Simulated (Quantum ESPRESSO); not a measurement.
# Ag: workfunction calculation (part 1 of 2)

System: Ag (slab, 7 atoms in the cell).
Method: Kohn-Sham DFT of a periodic cell, PBE, PseudoDojo 0.4.1 SR PBE standard, no spin polarisation (Quantum ESPRESSO 7.5).

The structure derives from an entry of the Crystallography Open Database.

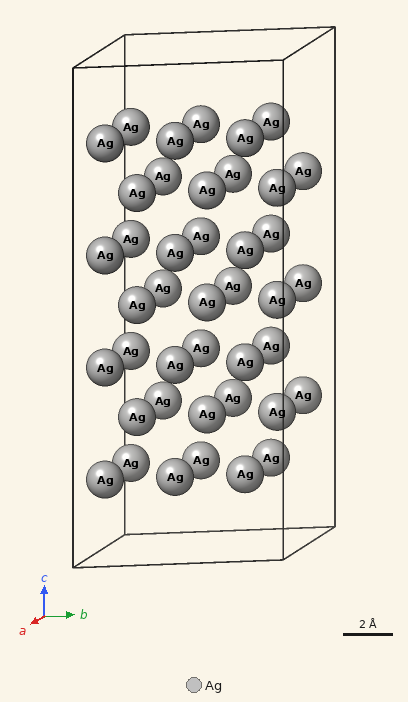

Fig. 1: The structure as given in the input (spheres-only view of the 2 × 3 repeat of the cell, with the vacuum cut short, seen slightly off an axis). An atom can appear more than once, as a periodic image.

Input file:
```
&CONTROL
  calculation = 'scf'
  prefix = 'pwscf'
  outdir = './tmp'
  pseudo_dir = './pseudo'
  tprnfor = .true.
  disk_io = 'low'
/
&SYSTEM
  ibrav = 0
  celldm(1) = 8
  nat = 7
  ntyp = 1
  ecutwfc = 82
  nbnd = 84
  occupations = 'smearing'
  smearing = 'fd'
  degauss = 0.00367493
/
&ELECTRONS
  conv_thr = 7d-09
  electron_maxstep = 150
  mixing_beta = 0.3
  mixing_mode = 'local-TF'
/
ATOMIC_SPECIES
Ag   107.8682 Ag.upf
CELL_PARAMETERS alat
  0.6921117397114   0.0000000000000   0.0000000000000
 -0.3460558698487   0.5993863488435   0.0000000000000
  0.0000000000000   0.0000000000000   6.9376570350324
ATOMIC_POSITIONS crystal
Ag     0.6666666667    0.3333333334    0.2553626149
Ag     0.3333333333    0.6666666666    0.3369084099
Ag     0.6666666667    0.3333333334    0.4184542050
Ag     0.3333333333    0.6666666666    0.5000000000
Ag     0.6666666667    0.3333333334    0.5815457950
Ag     0.3333333333    0.6666666666    0.6630915901
Ag     0.6666666667    0.3333333334    0.7446373851
K_POINTS automatic
10 10 1 0 0 0
```

File pp_density.in:
```
&INPUTPP
  prefix = 'pwscf'
  outdir = './tmp'
  filplot = 'density.dat'
  plot_num = 0
/
&PLOT
  nfile = 1
  filepp(1) = 'density.dat'
  iflag = 3
  output_format = 6
  fileout = 'density.cube'
/
```

File pp_potential.in:
```
&INPUTPP
  prefix = 'pwscf'
  outdir = './tmp'
  filplot = 'potential.dat'
  plot_num = 11
/
&PLOT
  nfile = 1
  filepp(1) = 'potential.dat'
  iflag = 3
  output_format = 6
  fileout = 'potential.cube'
/
```

File pp_elf.in:
```
&INPUTPP
  prefix = 'pwscf'
  outdir = './tmp'
  filplot = 'elf.dat'
  plot_num = 8
/
&PLOT
  nfile = 1
  filepp(1) = 'elf.dat'
  iflag = 3
  output_format = 6
  fileout = 'elf.cube'
/
```

Launched with:
```bash
OMP_NUM_THREADS=1 mpirun -n 2 pw.x -nk 2 -in pw.in > pw.out
OMP_NUM_THREADS=1 mpirun -n 1 pp.x -in pp_density.in > pp_density.out
OMP_NUM_THREADS=1 mpirun -n 1 pp.x -in pp_potential.in > pp_potential.out
OMP_NUM_THREADS=1 mpirun -n 1 pp.x -in pp_elf.in > pp_elf.out
```

Output:
```
This program is part of the open-source Quantum ESPRESSO suite
     for quantum simulation of materials; please cite
         "P. Giannozzi et al., J. Phys.:Condens. Matter 21 395502 (2009);
         "P. Giannozzi et al., J. Phys.:Condens. Matter 29 465901 (2017);
         "P. Giannozzi et al., J. Chem. Phys. 152 154105 (2020);
          URL
     in publications or presentations arising from this work. More details at

     Message from routine setup:
     using ibrav=0 with symmetry is DISCOURAGED, use correct ibrav instead

     K-points division:     npool     =       2
     Subspace diagonalization in iterative solution of the eigenvalue problem:
     a serial algorithm will be used

     G-vector sticks info
     --------------------
     sticks:   dense  smooth     PW     G-vecs:    dense   smooth      PW
     Sum         685     685    199               147487   147487   23123

     Using Slab Decomposition

     bravais-lattice index     =            0
     lattice parameter (alat)  =       8.0000  a.u.
     unit-cell volume          =    1473.5533 (a.u.)^3
     number of atoms/cell      =            7
     number of atomic types    =            1
     number of electrons       =       133.00
     number of Kohn-Sham states=           84
     kinetic-energy cutoff     =      82.0000  Ry
     charge density cutoff     =     328.0000  Ry
     scf convergence threshold =      7.0E-09
     mixing beta               =       0.3000
     number of iterations used =            8  local-TF  mixing
     Exchange-correlation= PBE
                           (   1   4   3   4   0   0   0)

     celldm(1)=   8.000000  celldm(2)=   0.000000  celldm(3)=   0.000000
     celldm(4)=   0.000000  celldm(5)=   0.000000  celldm(6)=   0.000000

     crystal axes: (cart. coord. in units of alat)
               a(1) = (   0.692112   0.000000   0.000000 )
               a(2) = (  -0.346056   0.599386   0.000000 )
               a(3) = (   0.000000   0.000000   6.937657 )

     reciprocal axes: (cart. coord. in units 2 pi/alat)
               b(1) = (  1.444853  0.834186 -0.000000 )
               b(2) = (  0.000000  1.668373  0.000000 )
               b(3) = (  0.000000 -0.000000  0.144141 )

     PseudoPot. # 1 for Ag read from file:
     Ag.upf
     Pseudo is Norm-conserving + core correction, Zval = 19.0
     Generated using ONCVPSP code by D. R. Hamann
     Using radial grid of 1538 points,  6 beta functions with:
                l(1) =   0
                l(2) =   0
                l(3) =   1
                l(4) =   1
                l(5) =   2
                l(6) =   2

     atomic species   valence    mass     pseudopotential
     Ag               19.00   107.86820     Ag( 1.00)

     12 Sym. Ops. (no inversion) found

   Cartesian axes

     site n.     atom                  positions (alat units)
         1        Ag     tau(   1) = (   0.3460559   0.1997954   1.7716182  )
         2        Ag     tau(   2) = (   0.0000000   0.3995909   2.3373550  )
         3        Ag     tau(   3) = (   0.3460559   0.1997954   2.9030918  )
         4        Ag     tau(   4) = (   0.0000000   0.3995909   3.4688285  )
         5        Ag     tau(   5) = (   0.3460559   0.1997954   4.0345653  )
         6        Ag     tau(   6) = (   0.0000000   0.3995909   4.6003020  )
         7        Ag     tau(   7) = (   0.3460559   0.1997954   5.1660388  )

     number of k points=    14  Fermi-Dirac smearing, width (Ry)=  0.0037
                       cart. coord. in units 2pi/alat
        k(    1) = (   0.0000000   0.0000000   0.0000000), wk =   0.0200000
        k(    2) = (   0.0000000   0.1668373   0.0000000), wk =   0.1200000
        k(    3) = (   0.0000000   0.3336746   0.0000000), wk =   0.1200000
        k(    4) = (   0.0000000   0.5005119   0.0000000), wk =   0.1200000
        k(    5) = (   0.0000000   0.6673492   0.0000000), wk =   0.1200000
        k(    6) = (   0.0000000  -0.8341865   0.0000000), wk =   0.0600000
        k(    7) = (   0.1444853   0.2502559   0.0000000), wk =   0.1200000
        k(    8) = (   0.1444853   0.4170932   0.0000000), wk =   0.2400000
        k(    9) = (   0.1444853   0.5839305   0.0000000), wk =   0.2400000
        k(   10) = (   0.1444853   0.7507678   0.0000000), wk =   0.2400000
        k(   11) = (   0.2889707   0.5005119   0.0000000), wk =   0.1200000
        k(   12) = (   0.2889707   0.6673492   0.0000000), wk =   0.2400000
        k(   13) = (   0.2889707   0.8341865   0.0000000), wk =   0.1200000
        k(   14) = (   0.4334560   0.7507678   0.0000000), wk =   0.1200000

     Dense  grid:   147487 G-vectors     FFT dimensions: (  32,  32, 320)

     Initial potential from superposition of free atoms

     starting charge     132.9968, renormalised to     133.0000

     negative rho (up, down):  2.155E-05 0.000E+00
     Starting wfcs are   70 randomized atomic wfcs +   14 random wfcs

     Self-consistent Calculation

     iteration #  1     ecut=    82.00 Ry     beta= 0.30
     Davidson diagonalization with overlap
     ethr =  1.00E-02,  avg # of iterations =  6.5

     Threshold (ethr) on eigenvalues was too large:
     Diagonalizing with lowered threshold

     Davidson diagonalization with overlap
     ethr =  2.97E-04,  avg # of iterations =  2.6

     negative rho (up, down):  1.644E-08 0.000E+00

     total energy              =   -2170.24932429 Ry
     estimated scf accuracy    <       0.40494447 Ry

     iteration #  2     ecut=    82.00 Ry     beta= 0.30
     Davidson diagonalization with overlap
     ethr =  3.04E-04,  avg # of iterations =  1.0

     total energy              =   -2170.17955882 Ry
     estimated scf accuracy    <       0.19050340 Ry

     iteration #  3     ecut=    82.00 Ry     beta= 0.30
     Davidson diagonalization with overlap
     ethr =  1.43E-04,  avg # of iterations =  3.6

     total energy              =   -2170.21125745 Ry
     estimated scf accuracy    <       0.01005176 Ry

     iteration #  4     ecut=    82.00 Ry     beta= 0.30
     Davidson diagonalization with overlap
     ethr =  7.56E-06,  avg # of iterations =  6.1

     total energy              =   -2170.21167767 Ry
     estimated scf accuracy    <       0.00159231 Ry

     iteration #  5     ecut=    82.00 Ry     beta= 0.30
     Davidson diagonalization with overlap
     ethr =  1.20E-06,  avg # of iterations =  3.1

     total energy              =   -2170.21164934 Ry
     estimated scf accuracy    <       0.00027391 Ry

     iteration #  6     ecut=    82.00 Ry     beta= 0.30
     Davidson diagonalization with overlap
     ethr =  2.06E-07,  avg # of iterations =  3.0

     total energy              =   -2170.21166928 Ry
     estimated scf accuracy    <       0.00017055 Ry

     iteration #  7     ecut=    82.00 Ry     beta= 0.30
     Davidson diagonalization with overlap
     ethr =  1.28E-07,  avg # of iterations =  1.6

     total energy              =   -2170.21168518 Ry
     estimated scf accuracy    <       0.00004354 Ry

     iteration #  8     ecut=    82.00 Ry     beta= 0.30
     Davidson diagonalization with overlap
     ethr =  3.27E-08,  avg # of iterations =  2.0

     total energy              =   -2170.21169127 Ry
     estimated scf accuracy    <       0.00001089 Ry

     iteration #  9     ecut=    82.00 Ry     beta= 0.30
     Davidson diagonalization with overlap
     ethr =  8.18E-09,  avg # of iterations =  2.4

     total energy              =   -2170.21169918 Ry
     estimated scf accuracy    <       0.00000416 Ry

     iteration # 10     ecut=    82.00 Ry     beta= 0.30
     Davidson diagonalization with overlap
     ethr =  3.13E-09,  avg # of iterations =  3.5

     total energy              =   -2170.21170006 Ry
     estimated scf accuracy    <       0.00000021 Ry

     iteration # 11     ecut=    82.00 Ry     beta= 0.30
     Davidson diagonalization with overlap
     ethr =  1.58E-10,  avg # of iterations =  2.0

     total energy              =   -2170.21170067 Ry
     estimated scf accuracy    <       0.00000009 Ry

     iteration # 12     ecut=    82.00 Ry     beta= 0.30
     Davidson diagonalization with overlap
     ethr =  6.65E-11,  avg # of iterations =  2.6

     total energy              =   -2170.21170074 Ry
     estimated scf accuracy    <       0.00000001 Ry

     iteration # 13     ecut=    82.00 Ry     beta= 0.30
     Davidson diagonalization with overlap
     ethr =  7.97E-12,  avg # of iterations =  1.7

     End of self-consistent calculation

          k = 0.0000 0.0000 0.0000 ( 18273 PWs)   bands (ev):

   -84.3671 -84.3161 -84.3161 -84.2645 -84.2643 -84.2001 -84.2001 -47.8642
   -47.8238 -47.8140 -47.7903 -47.7903 -47.7417 -47.7351 -47.7351 -47.7351
   -47.7351 -47.7244 -47.6748 -47.6748 -47.6743 -47.6743 -47.6511 -47.6510
   -47.6322 -47.6322 -47.6322 -47.6322   0.2258   0.6057   1.1013   1.4665
     1.5199   1.6103   1.6366   2.8872   2.8907   2.9268   2.9268   2.9539
     2.9704   2.9704   3.0115   3.0115   3.0591   3.0591   3.1266   3.1266
     3.2043   3.2043   3.2486   3.2486   3.3689   3.6487   3.6487   3.8365
     3.8365   4.0334   4.0334   4.2489   4.2489   4.3200   4.3723   4.3723
     4.4681   4.4681   4.5020   4.5020   5.6360   7.1542   7.6707  11.3319
    11.7963  12.0510  13.2582  13.6601  15.3452  15.7667  17.8675  18.2738
    20.6108  21.0563  22.9160  23.0969

          k = 0.0000 0.1668 0.0000 ( 18288 PWs)   bands (ev):

   -84.3662 -84.3152 -84.3152 -84.2636 -84.2634 -84.1992 -84.1992 -47.8613
   -47.8220 -47.8128 -47.8005 -47.7930 -47.7497 -47.7469 -47.7378 -47.7378
   -47.7365 -47.7239 -47.6842 -47.6842 -47.6773 -47.6767 -47.6504 -47.6503
   -47.6419 -47.6419 -47.6347 -47.6347   0.4882   0.8592   1.3435   1.6202
     1.7067   1.8166   1.8290   2.7937   2.8051   2.8318   2.8542   2.9314
     2.9725   3.0006   3.0423   3.0840   3.0887   3.1319   3.1394   3.1736
     3.2177   3.2407   3.2682   3.3166   3.3734   3.5499   3.5963   3.6561
     3.7983   3.8819   3.9929   4.0075   4.0858   4.2290   4.2316   4.3718
     4.4638   4.4832   4.5290   5.0687   6.1787   7.5886   8.2384  11.5016
    12.0175  12.2478  13.4896  13.8527  15.5749  15.9672  18.0963  18.4782
    20.8507  21.2647  22.0252  22.2673

          k = 0.0000 0.3337 0.0000 ( 18422 PWs)   bands (ev):

   -84.3638 -84.3128 -84.3128 -84.2614 -84.2612 -84.1969 -84.1969 -47.8535
   -47.8316 -47.8122 -47.8099 -47.7998 -47.7756 -47.7743 -47.7447 -47.7447
   -47.7362 -47.7261 -47.7094 -47.7079 -47.6838 -47.6831 -47.6677 -47.6677
   -47.6485 -47.6485 -47.6413 -47.6413   1.1653   1.4594   1.8214   1.9037
     2.0309   2.1880   2.1888   2.5835   2.5993   2.6869   2.7407   2.7728
     2.8906   2.9165   2.9581   3.0208   3.2023   3.2869   3.2919   3.3266
     3.3825   3.3935   3.4399   3.4595   3.5386   3.5486   3.6414   3.7116
     3.7161   3.7219   3.8223   3.9484   4.0005   4.2053   4.3127   4.3725
     4.5100   4.5798   4.9172   5.8770   7.1345   8.5853   9.5721  12.0116
    12.6849  12.8874  14.1853  14.4450  16.2539  16.5627  18.5356  18.7393
    18.8833  19.0704  19.4521  20.2246

          k = 0.0000 0.5005 0.0000 ( 18466 PWs)   bands (ev):

   -84.3609 -84.3098 -84.3098 -84.2586 -84.2585 -84.1941 -84.1941 -47.8634
   -47.8451 -47.8098 -47.8085 -47.8083 -47.8054 -47.8052 -47.7533 -47.7533
   -47.7431 -47.7366 -47.7330 -47.7293 -47.6983 -47.6983 -47.6919 -47.6910
   -47.6495 -47.6495 -47.6468 -47.6468   1.6629   1.7126   1.8265   1.8876
     1.9677   2.0604   2.1207   2.3840   2.4237   2.4577   2.5496   2.6415
     2.8394   3.1017   3.1522   3.1655   3.3039   3.3659   3.3792   3.4844
     3.6543   3.7166   3.7630   3.9182   3.9965   4.0150   4.0772   4.1312
     4.1499   4.1895   4.2213   4.2512   4.2598   4.2876   4.4266   4.5416
     4.6211   4.8451   5.7733   6.9333   8.3065   9.8314  11.2586  12.9130
    13.7998  14.0109  14.9961  15.3198  15.3384  15.4652  15.9586  16.6882
    17.2216  17.4158  18.1146  19.0215

          k = 0.0000 0.6673 0.0000 ( 18486 PWs)   bands (ev):

   -84.3585 -84.3074 -84.3074 -84.2563 -84.2563 -84.1918 -84.1918 -47.8896
   -47.8427 -47.8347 -47.8316 -47.8151 -47.8046 -47.8045 -47.7626 -47.7602
   -47.7602 -47.7549 -47.7369 -47.7360 -47.7210 -47.7208 -47.6984 -47.6974
   -47.6561 -47.6561 -47.6454 -47.6454   1.5670   1.5795   1.6379   1.7363
     1.7622   1.8420   1.9351   2.1454   2.2422   2.3013   2.3433   2.5059
     2.8027   3.0393   3.1439   3.2170   3.3870   3.4577   3.5941   3.7779
     3.8027   4.0376   4.0947   4.1880   4.3585   4.4281   4.4677   4.4759
     4.5156   4.5359   4.5617   4.6198   4.6411   4.6618   4.6798   5.8842
     6.0221   6.4502   7.2853   8.3462   9.5976  10.7957  12.2637  12.3712
    12.9087  13.0623  13.7093  14.1381  14.5589  14.9638  15.5553  15.7767
    16.6922  17.3260  17.6598  18.7178

          k = 0.0000-0.8342 0.0000 ( 18514 PWs)   bands (ev):
```
